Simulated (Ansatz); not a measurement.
# Geometry relaxation, with input and output: ZnO (part 1 of 2)

System: ZnO (4 atoms in the cell).
Method: DFT PBE, scalar-relativistic, plane waves, PAW, no spin polarisation (Ansatz 0.2.0).

The structure was made by a generator, so it may or may not be a known phase. Figures and captions count atoms from 1; the log counts them from 0 in places.

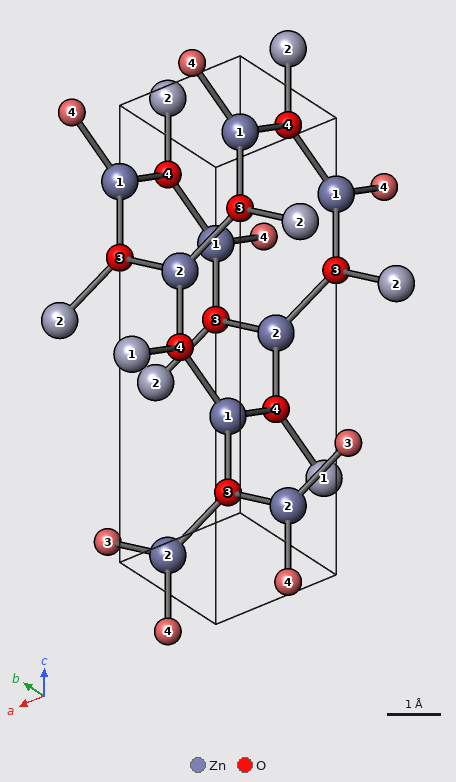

**Figure 1.** The input geometry (ball-and-stick view of the cell 2 times as large as that of the calculation, set on its symmetry axes, seen at an oblique angle; neighbours outside the cell are drawn fainter; atoms are numbered from 1 in the order of the input).

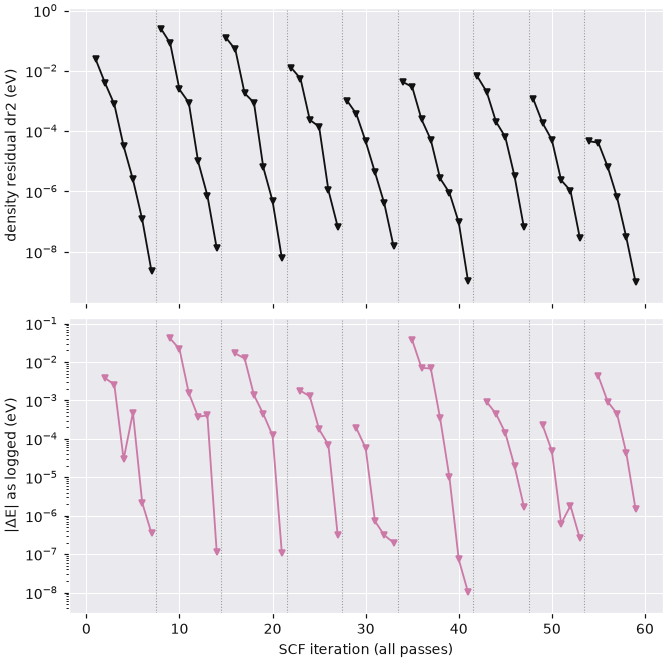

**Figure 2.** Convergence of the self-consistent field: density residual dr2 and size of the energy change against the SCF iteration. The dotted lines part the SCF passes of the relaxation: geometry steps, rejected trials and re-solves on a re-selected basis. The 9 passes take 6 to 8 iterations each, 59 in all.

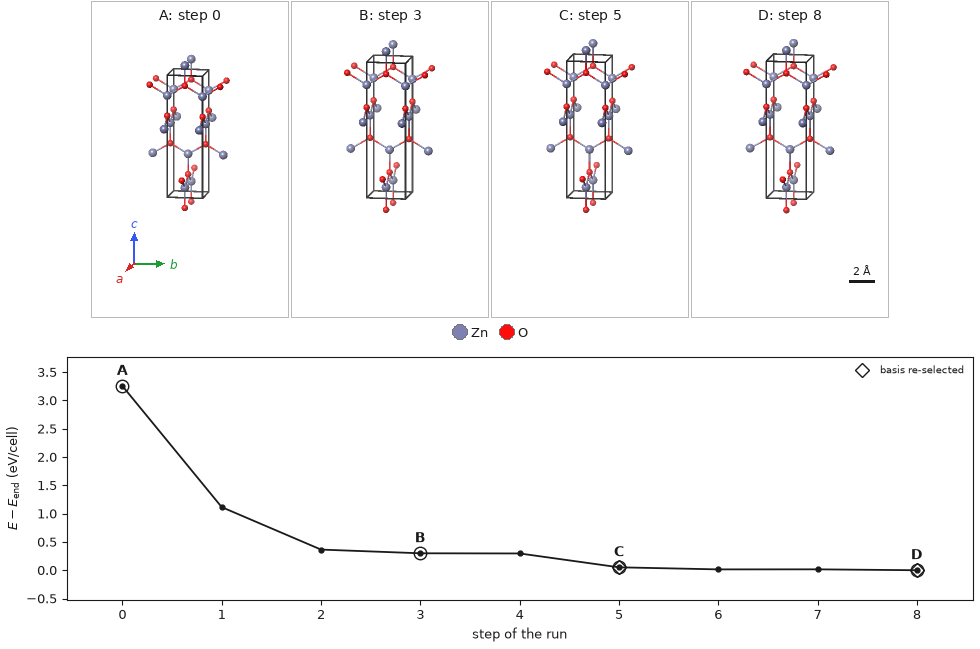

**Figure 3.** Frames of the relaxation (ball-and-stick view of the cell 2 times as large as that of the calculation, set on its symmetry axes, with bonded neighbours outside it, seen slightly off an axis) above the curves, on which the letters mark them (the first geometry is step 0 here and step 1 in the log).

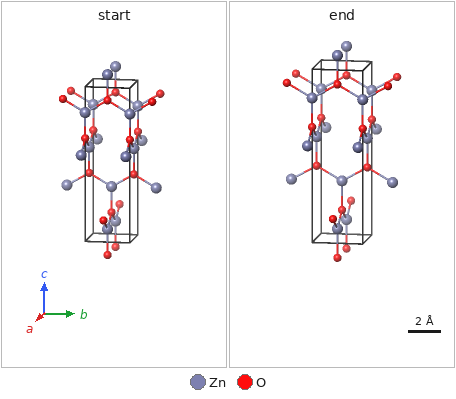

**Figure 4.** Before (left) and after (right) the relaxation, at one scale (ball-and-stick view of the cell 2 times as large as that of the calculation, set on its symmetry axes, with bonded neighbours outside it, seen slightly off an axis). The largest moves relative to the cell, 0.005 Å, are those of Zn1, Zn2, O3 and O4. Largest moves by element: Zn 0.005 Å, O 0.005 Å. Cell: a = b 2.918 → 3.305 Å (+13.3 %), c 10.107 → 11.330 Å (+12.1 %). Volume +43.8 %. Distances before and after: Zn1–O3 1.685 → 1.899 Å. The space group stays I4_1md (No. 109). The energy falls by 3.240 eV per cell of the calculation in 6 geometry steps. The largest force component goes from 0.036 to 0.0043 eV/Å. Pressure: 77.54 GPa at the start and 0.02 GPa at the end. The basis was re-selected once at an unchanged geometry, which shifts the energy a little without any move. The energy change given includes the shifts at the re-selections in mid-walk, which come without any move. A last SCF at the same geometry on a re-selected plane-wave basis shifts the energy by −15.9 meV per cell of the calculation. (Atoms are counted from 1 in the order of the input.)

The input that produced these results follows, with the program's output.

Input file
```yaml
crystal:
  lattice:
    - [-1.45883021, 1.45883021, 5.05353592]
    - [1.45883021, -1.45883021, 5.05353592]
    - [1.45883021, 1.45883021, -5.05353592]
  atoms:
    - { symbol: Zn, position: [0.83333334, 0.83333334, 0.0] }
    - { symbol: Zn, position: [0.58333334, 0.08333334, 0.5] }
    - { symbol: O, position: [0.66666666, 0.66666666, 0.0] }
    - { symbol: O, position: [0.41666666, 0.91666666, 0.5] }
basis:
  ecutwfc: 420
kpoints:
  mp_grid: { grid: [8, 8, 8] }
hamiltonian:
  xc: pbe
scf:
  occupations: { method: gaussian, width: 0.1 }
  lower_state_search: "off"
output:
  forces: true
  stress: true
  eigenvalues: true
relax:
  adjacent_minimum: "off"
  f_tol: 0.04
  max_steps: 70
  cell: { stress_tol: 0.4 }
```

Command:
```bash
ansatz run input.yaml --threads 1 --pin off --max-ram 2560MiB --backend cpu --events-out ev --progress --plain --runs-dir out
```

Output
```
basis.fft_grid_basis auto: the FFT boxes are laid along the combinations [[1, 0, 1], [0, 1, 1], [0, 0, 1]] of the cell's own vectors, 2.918, 2.918 and 5.458 Å long. The dense box has 20×20×40 points. Along the cell's own vectors, as sized, it would have 40×40×40, 4.00 times as many. Of the 8 symmetry operations that the crystal satisfies within crystal.symmetry.tolerance (time reversal apart; of a slab, those that keep its plane) the dense box along the cell's own vectors carries 8, and the one as laid loses 6 of those. basis.fft_grid_basis: typed keeps the cell's own vectors: state it where this run's energies or levels are differenced outside the engine with another run's, or held beside a run that keeps those vectors.
Engine: ansatz 0.2.0, x86_64-unknown-linux-gnu
Pseudopotentials: kind: paw
Pseudopotential: Zn, paw, valence charge 12, recommended cutoff 420 eV (normal), Zn.paw.azcp
Pseudopotential: O, paw, valence charge 6, recommended cutoff 420 eV (normal), O.paw.azcp
Functional definition: PBE
  parameter kappa = 0.804
  parameter beta = 0.06672455060314922
  exchange = pbe_x(kappa = kappa, mu = beta*pi^2/3)
  correlation = pbe_c(beta = beta)
Crystal: 4 atoms, lattice volume = 43.019 Å³
Basis set: ecut = 420 eV, 853 PW (Γ), FFT grids on a1+a3, a2+a3, a3, exchange–correlation on 40×40×80 points (8 copies of the dense FFT grid, shifted against one another)
Bands: 22, of which v1, the nominal top of the filled ones, is band 18 counted from 1 (17 counted from 0)
Symmetry: 8 space group operations
Space group: I41md (ITA 109), of the structure as read, at distance tolerance 3.5e-5 Å
k-points: 59 of 512 (time reversal used)
Non-local potential: Zn, projectors of the file, l = 0: 2, l = 1: 2, l = 2: 3, l = 3: 1
Non-local potential: O, projectors of the file, l = 0: 2, l = 1: 2, l = 2: 1
PAW form: soft (Blöchl's): semilocal exchange-correlation on the pseudo side does not see the compensation charge
PAW one-centre angular grid: Zn, 590 points (default); XC on 64 Gauss nodes
PAW one-centre angular grid: O, 110 points (default); XC on 64 Gauss nodes
Initial density: superposition of atomic densities (neutral atoms: chi_scale 0, normalization atom), corrected by the library's trained network
Initial wavefunctions: pseudopotential atomic-orbital guess
Functional: x = pbe(κ = 0.804, μ = 0.2195149727645171), c = pbe(β = 0.06672455060314922)
SCF iter   1: F=—  HF=-7769.335661 eV  |F-HF|=—  |Δ(HF+E_count)|=         —  Δρ=9.61e-3  dr2=2.41e-2  ethr=1.77e-3  ⟨swp⟩=5.4  Hψ=6399  notcnv=0
preconditioner: auto → none  [insulator: Δε(μ)=0.748 eV  Ē_g=13.942 eV  σ=0.100 eV  W_gap=1.00  n_scr=12 (ndim 8)  ℏωp=34.0 eV  f_vac=0.044  D(μ)=0.00/eV (n_scr^D=0)  ε∞_Penn≈6.9]
SCF iter   2: F=—  HF=-7769.331832 eV  |F-HF|=—  |Δ(HF+E_count)|=   3.83e-3  Δρ=4.12e-3  dr2=3.98e-3  ethr=6.70e-5  ⟨swp⟩=2.0  Hψ=2949  notcnv=0
SCF iter   3: F=—  HF=-7769.329231 eV  |F-HF|=—  |Δ(HF+E_count)|=   2.60e-3  Δρ=1.85e-3  dr2=7.79e-4  ethr=1.11e-5  ⟨swp⟩=2.0  Hψ=2297  notcnv=0
SCF iter   4: F=—  HF=-7769.329260 eV  |F-HF|=—  |Δ(HF+E_count)|=   2.95e-5  Δρ=4.03e-4  dr2=3.22e-5  ethr=2.16e-6  ⟨swp⟩=2.6  Hψ=2373  notcnv=0
SCF iter   5: F=—  HF=-7769.329743 eV  |F-HF|=—  |Δ(HF+E_count)|=   4.82e-4  Δρ=1.08e-4  dr2=2.51e-6  ethr=8.95e-8  ⟨swp⟩=2.0  Hψ=2360  notcnv=0
SCF iter   6: F=—  HF=-7769.329745 eV  |F-HF|=—  |Δ(HF+E_count)|=   2.16e-6  Δρ=2.50e-5  dr2=1.18e-7  ethr=6.98e-9  ⟨swp⟩=2.0  Hψ=2224  notcnv=0
SCF iter   7: F=-7769.329745 eV  HF=-7769.329745 eV  |F-HF|=5.71e-9  |Δ(HF+E_count)|=   3.48e-7  Δρ=2.88e-6  dr2=2.24e-9  ethr=2.78e-10  ⟨swp⟩=5.2  Hψ=5887  notcnv=0
SCF 1 converged in 7 iterations: F = -7769.329745 eV  dr2 = 2.24e-9
  greatest PAW one-centre occupation: 0.988 electrons in one spin orbital (limit 2), on the Zn atom at site 1 (counted from 0), in its partial waves of l = 2
relax step   1: F+E_penalty+E_count = -7769.32974501 eV  Δ(F+E_penalty+E_count) = +0.000e0 eV  max|allowed force component| = 3.615e-2 eV/Å  Δτ_max = 0.0000 Å  P = +77.540 GPa  Ω = 43.019 Å³  (7 SCF iters, dr2 threshold 1.00e-7 eV, accepted)
Crystal: 4 atoms, lattice volume = 49.580 Å³
Basis set: ecut = 420 eV, 957 PW (Γ), FFT grids on a1+a3, a2+a3, a3, exchange–correlation on 40×40×80 points (8 copies of the dense FFT grid, shifted against one another)
Initial density: handed on by an earlier stage of this run
Initial wavefunctions: those handed on with the density
iter 1 solved again at ethr=7.09e-4 eV; its pass at ethr=3.10e-3 eV (dr2=2.55e-1 eV) is discarded
SCF iter   1: F=—  HF=-7771.531319 eV  |F-HF|=—  |Δ(HF+E_count)|=         —  Δρ=2.45e-2  dr2=2.53e-1  ethr=7.09e-4  ⟨swp⟩=1.0  Hψ=8518  notcnv=0
preconditioner: auto → none  [insulator: Δε(μ)=0.506 eV  Ē_g=12.867 eV  σ=0.100 eV  W_gap=1.00  n_scr=12 (ndim 8)  ℏωp=31.6 eV  f_vac=0.099  D(μ)=0.00/eV (n_scr^D=0)  ε∞_Penn≈7.0]
SCF iter   2: F=—  HF=-7771.490285 eV  |F-HF|=—  |Δ(HF+E_count)|=   4.10e-2  Δρ=1.52e-2  dr2=8.30e-2  ethr=7.04e-4  ⟨swp⟩=2.1  Hψ=2601  notcnv=0
SCF iter   3: F=—  HF=-7771.468452 eV  |F-HF|=—  |Δ(HF+E_count)|=   2.18e-2  Δρ=3.36e-3  dr2=2.41e-3  ethr=2.30e-4  ⟨swp⟩=2.5  Hψ=2627  notcnv=0
SCF iter   4: F=—  HF=-7771.470012 eV  |F-HF|=—  |Δ(HF+E_count)|=   1.56e-3  Δρ=1.53e-3  dr2=8.86e-4  ethr=6.70e-6  ⟨swp⟩=2.0  Hψ=2259  notcnv=0
SCF iter   5: F=—  HF=-7771.469637 eV  |F-HF|=—  |Δ(HF+E_count)|=   3.75e-4  Δρ=1.76e-4  dr2=9.98e-6  ethr=2.46e-6  ⟨swp⟩=2.0  Hψ=2242  notcnv=0
SCF iter   6: F=—  HF=-7771.470049 eV  |F-HF|=—  |Δ(HF+E_count)|=   4.11e-4  Δρ=5.24e-5  dr2=7.31e-7  ethr=2.77e-8  ⟨swp⟩=2.0  Hψ=2353  notcnv=0
SCF iter   7: F=-7771.470048 eV  HF=-7771.470048 eV  |F-HF|=5.38e-10  |Δ(HF+E_count)|=   1.15e-7  Δρ=7.61e-6  dr2=1.33e-8  ethr=1.11e-9  ⟨swp⟩=7.0  Hψ=6557  notcnv=0
SCF 2 converged in 7 iterations: F = -7771.470048 eV  dr2 = 1.33e-8
relax step   2: F+E_penalty+E_count = -7771.47004843 eV  Δ(F+E_penalty+E_count) = -2.140e0 eV  max|allowed force component| = 3.248e-2 eV/Å  Δτ_max = 0.0004 Å  P = +33.060 GPa  Ω = 49.580 Å³  energy of the carried Pulay correction = -2.628e-2 eV  (7 SCF iters, dr2 threshold 4.00e-7 eV, accepted)
Crystal: 4 atoms, lattice volume = 55.826 Å³
Basis set: ecut = 420 eV, 1087 PW (Γ), FFT grids on a1+a3, a2+a3, a3, exchange–correlation on 40×40×80 points (8 copies of the dense FFT grid, shifted against one another)
iter 1 solved again at ethr=3.50e-4 eV; its pass at ethr=3.10e-3 eV (dr2=1.26e-1 eV) is discarded
SCF iter   1: F=—  HF=-7772.248359 eV  |F-HF|=—  |Δ(HF+E_count)|=         —  Δρ=1.62e-2  dr2=1.25e-1  ethr=3.50e-4  ⟨swp⟩=1.0  Hψ=8460  notcnv=0
preconditioner: auto → none  [insulator: Δε(μ)=0.518 eV  Ē_g=12.124 eV  σ=0.100 eV  W_gap=1.00  n_scr=12 (ndim 8)  ℏωp=29.8 eV  f_vac=0.121  D(μ)=0.00/eV (n_scr^D=0)  ε∞_Penn≈7.0]
SCF iter   2: F=—  HF=-7772.231665 eV  |F-HF|=—  |Δ(HF+E_count)|=   1.67e-2  Δρ=1.12e-2  dr2=5.10e-2  ethr=3.46e-4  ⟨swp⟩=2.0  Hψ=2597  notcnv=0
SCF iter   3: F=—  HF=-7772.219280 eV  |F-HF|=—  |Δ(HF+E_count)|=   1.24e-2  Δρ=2.85e-3  dr2=1.80e-3  ethr=1.42e-4  ⟨swp⟩=2.3  Hψ=2424  notcnv=0
SCF iter   4: F=—  HF=-7772.220662 eV  |F-HF|=—  |Δ(HF+E_count)|=   1.38e-3  Δρ=1.48e-3  dr2=8.88e-4  ethr=5.00e-6  ⟨swp⟩=2.0  Hψ=2321  notcnv=0
SCF iter   5: F=—  HF=-7772.220216 eV  |F-HF|=—  |Δ(HF+E_count)|=   4.46e-4  Δρ=1.36e-4  dr2=6.39e-6  ethr=2.47e-6  ⟨swp⟩=2.0  Hψ=2242  notcnv=0
SCF iter   6: F=—  HF=-7772.220339 eV  |F-HF|=—  |Δ(HF+E_count)|=   1.23e-4  Δρ=3.98e-5  dr2=4.83e-7  ethr=1.77e-8  ⟨swp⟩=2.0  Hψ=2347  notcnv=0
SCF iter   7: F=-7772.220339 eV  HF=-7772.220339 eV  |F-HF|=5.79e-9  |Δ(HF+E_count)|=   1.05e-7  Δρ=5.10e-6  dr2=6.10e-9  ethr=1.11e-9  ⟨swp⟩=6.3  Hψ=5930  notcnv=0
SCF 3 converged in 7 iterations: F = -7772.220339 eV  dr2 = 6.10e-9
relax step   3: F+E_penalty+E_count = -7772.22033934 eV  Δ(F+E_penalty+E_count) = -7.503e-1 eV  max|allowed force component| = 1.646e-2 eV/Å  Δτ_max = 0.0002 Å  P = +8.181 GPa  Ω = 55.826 Å³  energy of the carried Pulay correction = -4.804e-2 eV  (7 SCF iters, dr2 threshold 4.00e-7 eV, accepted)
Crystal: 4 atoms, lattice volume = 58.078 Å³
Basis set: ecut = 420 eV, 1127 PW (Γ), FFT grids on a1+a3, a2+a3, a3, exchange–correlation on 40×40×80 points (8 copies of the dense FFT grid, shifted against one another)
iter 1 solved again at ethr=3.59e-5 eV; its pass at ethr=3.10e-3 eV (dr2=1.29e-2 eV) is discarded
SCF iter   1: F=—  HF=-7772.288739 eV  |F-HF|=—  |Δ(HF+E_count)|=         —  Δρ=5.16e-3  dr2=1.27e-2  ethr=3.59e-5  ⟨swp⟩=1.0  Hψ=8021  notcnv=0
preconditioner: auto → none  [insulator: Δε(μ)=0.621 eV  Ē_g=11.923 eV  σ=0.100 eV  W_gap=1.00  n_scr=12 (ndim 8)  ℏωp=29.2 eV  f_vac=0.113  D(μ)=0.00/eV (n_scr^D=0)  ε∞_Penn≈7.0]
SCF iter   2: F=—  HF=-7772.286945 eV  |F-HF|=—  |Δ(HF+E_count)|=   1.79e-3  Δρ=3.69e-3  dr2=5.55e-3  ethr=3.53e-5  ⟨swp⟩=2.0  Hψ=2446  notcnv=0
SCF iter   3: F=—  HF=-7772.285661 eV  |F-HF|=—  |Δ(HF+E_count)|=   1.28e-3  Δρ=1.07e-3  dr2=2.37e-4  ethr=1.54e-5  ⟨swp⟩=2.3  Hψ=2239  notcnv=0
SCF iter   4: F=—  HF=-7772.285838 eV  |F-HF|=—  |Δ(HF+E_count)|=   1.77e-4  Δρ=5.73e-4  dr2=1.41e-4  ethr=6.59e-7  ⟨swp⟩=2.0  Hψ=2318  notcnv=0
SCF iter   5: F=—  HF=-7772.285768 eV  |F-HF|=—  |Δ(HF+E_count)|=   7.00e-5  Δρ=6.22e-5  dr2=1.10e-6  ethr=3.91e-7  ⟨swp⟩=2.0  Hψ=2242  notcnv=0
SCF iter   6: F=-7772.285769 eV  HF=-7772.285769 eV  |F-HF|=1.71e-7  |Δ(HF+E_count)|=   3.08e-7  Δρ=1.28e-5  dr2=6.78e-8  ethr=1.11e-9  ⟨swp⟩=7.0  Hψ=6776  notcnv=0
SCF 4 converged in 6 iterations: F = -7772.285769 eV  dr2 = 6.78e-8
relax step   4: F+E_penalty+E_count = -7772.28576853 eV  Δ(F+E_penalty+E_count) = -6.543e-2 eV  max|allowed force component| = 5.924e-2 eV/Å  Δτ_max = 0.0024 Å  P = +1.173 GPa  Ω = 58.078 Å³  energy of the carried Pulay correction = -5.512e-2 eV  (6 SCF iters, dr2 threshold 4.00e-7 eV, accepted)
Crystal: 4 atoms, lattice volume = 58.347 Å³
Basis set: ecut = 420 eV, 1135 PW (Γ), FFT grids on a1+a3, a2+a3, a3, exchange–correlation on 40×40×80 points (8 copies of the dense FFT grid, shifted against one another)
iter 1 solved again at ethr=2.94e-6 eV; its pass at ethr=3.10e-3 eV (dr2=1.06e-3 eV) is discarded
SCF iter   1: F=—  HF=-7772.289090 eV  |F-HF|=—  |Δ(HF+E_count)|=         —  Δρ=1.81e-3  dr2=1.03e-3  ethr=2.94e-6  ⟨swp⟩=2.0  Hψ=8181  notcnv=0
preconditioner: auto → none  [insulator: Δε(μ)=0.629 eV  Ē_g=11.904 eV  σ=0.100 eV  W_gap=1.00  n_scr=12 (ndim 8)  ℏωp=29.2 eV  f_vac=0.104  D(μ)=0.00/eV (n_scr^D=0)  ε∞_Penn≈7.0]
SCF iter   2: F=—  HF=-7772.288900 eV  |F-HF|=—  |Δ(HF+E_count)|=   1.90e-4  Δρ=1.00e-3  dr2=3.73e-4  ethr=2.87e-6  ⟨swp⟩=2.0  Hψ=2360  notcnv=0
SCF iter   3: F=—  HF=-7772.288843 eV  |F-HF|=—  |Δ(HF+E_count)|=   5.76e-5  Δρ=4.54e-4  dr2=4.60e-5  ethr=1.04e-6  ⟨swp⟩=2.1  Hψ=2298  notcnv=0
SCF iter   4: F=—  HF=-7772.288842 eV  |F-HF|=—  |Δ(HF+E_count)|=   7.23e-7  Δρ=1.36e-4  dr2=4.33e-6  ethr=1.28e-7  ⟨swp⟩=2.0  Hψ=2119  notcnv=0
SCF iter   5: F=—  HF=-7772.288841 eV  |F-HF|=—  |Δ(HF+E_count)|=   3.11e-7  Δρ=4.53e-5  dr2=4.05e-7  ethr=1.20e-8  ⟨swp⟩=2.0  Hψ=2310  notcnv=0
SCF iter   6: F=-7772.288842 eV  HF=-7772.288842 eV  |F-HF|=1.42e-8  |Δ(HF+E_count)|=   1.99e-7  Δρ=8.97e-6  dr2=1.52e-8  ethr=1.11e-9  ⟨swp⟩=5.0  Hψ=5688  notcnv=0
SCF 5 converged in 6 iterations: F = -7772.288842 eV  dr2 = 1.52e-8
relax step   5: F+E_penalty+E_count = -7772.28884170 eV  Δ(F+E_penalty+E_count) = -3.073e-3 eV  max|allowed force component| = 3.802e-2 eV/Å  Δτ_max = 0.0052 Å  P = -0.096 GPa  Ω = 58.347 Å³  energy of the carried Pulay correction = -5.579e-2 eV  (6 SCF iters, dr2 threshold 4.00e-7 eV, accepted)
Basis set: ecut = 420 eV, 1135 PW (Γ), FFT grids on a1+a3, a2+a3, a3, exchange–correlation on 48×48×90 points (8 copies of the dense FFT grid, shifted against one another)
Initial wavefunctions: pseudopotential atomic-orbital guess (no wavefunctions were taken with the density)
iter 1 solved again at ethr=1.31e-5 eV; its pass at ethr=3.10e-3 eV (dr2=4.73e-3 eV) is discarded
```
